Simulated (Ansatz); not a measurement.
A series of calculations on Cu

**1. Relaxation**

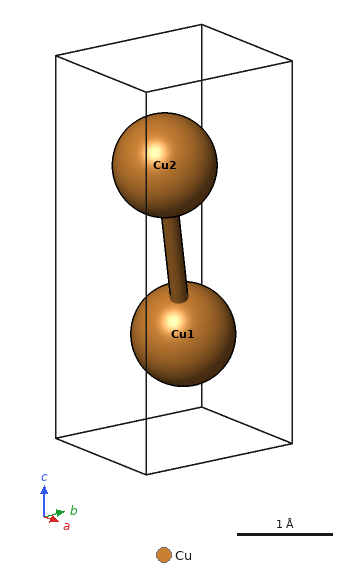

Starting structure of crystalline Cu (set up in P6_3/mmc). The picture is a ball-and-stick view of the cell of the calculation, seen slightly off an axis.

All numbers below come from DFT r2SCAN, scalar-relativistic, plane waves, PAW (Ansatz 0.2.0).

Input file:
```yaml
crystal:
  lattice:
    - [2.5340966698, 0.0, 0.0]
    - [-1.2670483349, 2.1945920917, 0.0]
    - [0.0, 0.0, 4.112571]
  atoms:
    - { symbol: Cu, position: [0.33333333, 0.66666667, 0.25] }
    - { symbol: Cu, position: [0.66666667, 0.33333333, 0.75] }
basis:
  ecutwfc: 500
kpoints:
  mp_grid: { grid: [18, 18, 10] }
hamiltonian:
  xc: r2scan
scf:
  occupations: { method: gaussian, width: 0.1 }
output:
  forces: true
  stress: true
  eigenvalues: true
relax:
  adjacent_minimum: "off"
  f_tol: 0.005
  max_steps: 80
  cell: { stress_tol: 0.05 }
```

Run as
```bash
ansatz run input.yaml --threads 1 --pin off --max-ram 2560MiB --backend cpu --events-out ev --progress --plain --runs-dir out
```

> Predict the outcome.

No atom moves by more than 0.005 Å relative to the cell. The drawn cell changes as follows: a = b 2.534 → 2.531 Å (−0.1 %), c 4.113 → 4.130 Å (+0.4 %); the volume changes by +0.1 %. Near-neighbour distances that change, for instance: Cu1–Cu2 2.524 → 2.530 Å. The space group stays P6_3/mmc (No. 194). Over 2 accepted moves (3 points after the start) the energy falls by 0.2 meV per atom. All forces vanish by symmetry, so only the cell relaxes. Pressure: 0.27 GPa at the start and 0.04 GPa at the end. At 1 point the geometry stayed and the basis and grid were re-selected for the new cell (energy shift of less than 0.05 meV per atom at most each time). The run took 61 s on 1 thread of Arm Neoverse V1 (shared host), peak memory 0.45 GiB.

History of the run:

| step | E − E(0), meV/atom | pressure, GPa | volume, Å³/atom | note |
| --- | --- | --- | --- | --- |
| 0 | 0.00 | 0.27 | 11.436 |  |
| 1 | -0.09 | 0.14 | 11.445 |  |
| 2 | -0.15 | 0.04 | 11.451 |  |
| 3 | -0.16 | 0.04 | 11.451 | same geometry, new basis |

**2. A change**

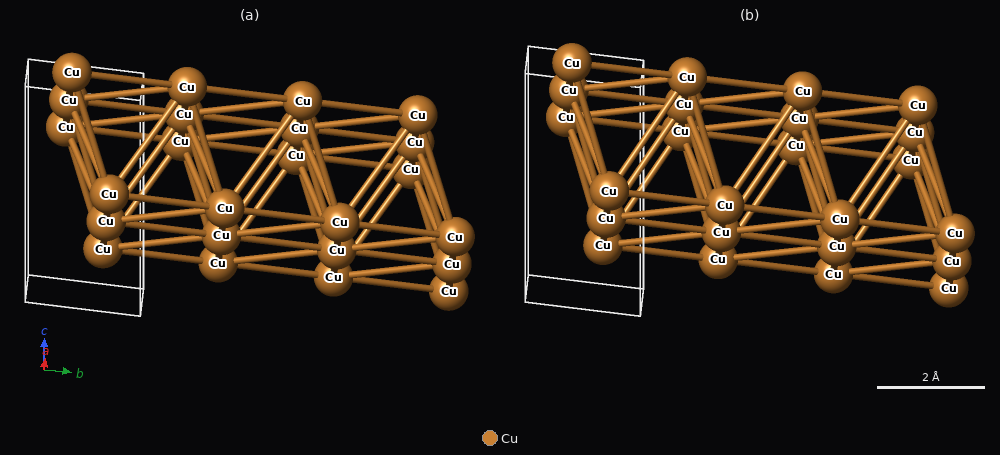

Left: crystalline Cu (set up in P6_3/mmc). Right: the same structure after one change, at the same scale. The picture is a ball-and-stick view of the cell of the calculation, repeated 3 × 4 × 1 with one cell outlined, seen from a free direction.

All numbers below come from DFT r2SCAN, scalar-relativistic, plane waves, PAW (Ansatz). (plane-wave cutoff 500 eV; k-point mesh 24 × 24 × 12; occupations gaussian; smearing width 0.1 eV; no spin polarisation)

**What was changed?**

Strain along c alone, +6.0 %, is applied. Symmetry leaves the atoms no freedom, so this is a single point.

**What does the change do?**

Some distances before and after: Cu–Cu 2.530 → 2.531 to 2.632 Å. The space group stays P6_3/mmc (No. 194). Energy change: +30.5 meV per atom. The pressure goes from 0.0 to −7.6 GPa. The principal stresses (compression positive) are −13.2 GPa along c and −4.8 GPa across it. All forces vanish by symmetry.

**3. Series**

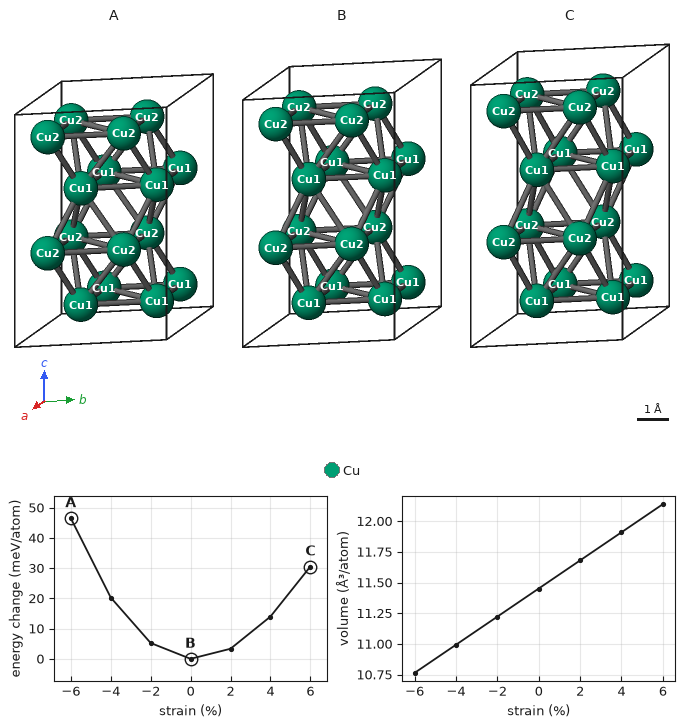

Members of a series of calculations on crystalline Cu (set up in P6_3/mmc), marked on the first curve. A ball-and-stick model of the cell of the calculation, repeated to show the pattern, seen slightly off an axis.

All numbers below come from Ansatz 0.2.0, DFT r2SCAN, scalar-relativistic, plane waves, PAW. Settings: plane-wave cutoff 500 eV; k-point mesh 24 × 24 × 12; occupations gaussian; smearing width 0.1 eV; no spin polarisation.

### Which kind of strain is it, and how does the structure respond?

Strain along c alone, the other axes held, atoms relaxed. A (strain −6.0 %): energy change 46.5 meV/atom, volume 10.76 Å³ per atom. B (strain 0.0 %): energy change 0.0 meV/atom, volume 11.45 Å³ per atom. C (strain 6.0 %): energy change 30.5 meV/atom, volume 12.14 Å³ per atom. The rest compares A with C. The volume changes by +12.8 %, with a = b unchanged at 5.061 Å, c 7.764 → 8.755 Å (+12.8 %). Some distances before and after: Cu–Cu 2.429 → 2.632 Å.
